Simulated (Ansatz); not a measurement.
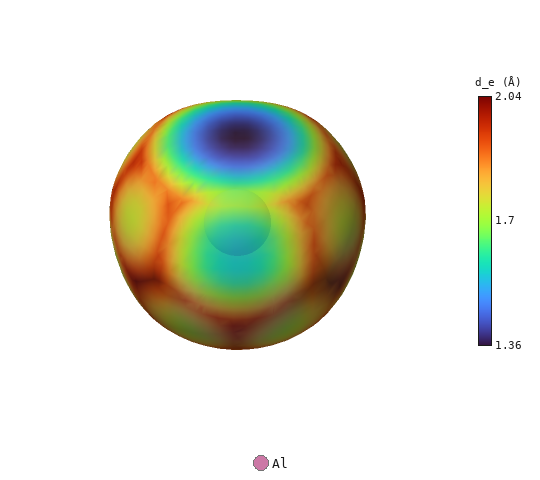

Hirshfeld surface computed for one Al atom in Al (Pm-3n, No. 223), coloured by d_e.

The surface is where the fragment's share of the procrystal density (the sum of the densities of spherically averaged neutral Hartree-Fock atoms) equals one half. d_i and d_e are the distances from the surface to the nearest nucleus inside and outside.

Source of the atomic positions: the input geometry of an electronic-structure calculation (not necessarily at equilibrium); the starting structure was generated, so it need not be a known form of this composition.

Space group Pm-3n (No. 223). a = 5.072 Å, b = 5.072 Å, c = 5.072 Å, α = 90.00°, β = 90.00°, γ = 90.00°
```tsv
atom	site	symmetry	x	y	z
Al	2a	m-3.	0.0000	0.0000	0.0000
Al	6c	-4m.2	0.2500	0.0000	0.5000
```

**What is the shortest distance from the fragment to an atom outside it?**

Al–Al, 2.54 Å.

**How is the surface shared among contacts (nearest atom inside ··· nearest atom outside)?**

Al···Al 100 %. The surface faces 14 neighbours with more than 2 % of its area each: 14 Al.

**Give the size and shape of the surface.**

It encloses about 9.8 Å³, has an area of about 22 Å² and a globularity of 1.00 (1 for a sphere).
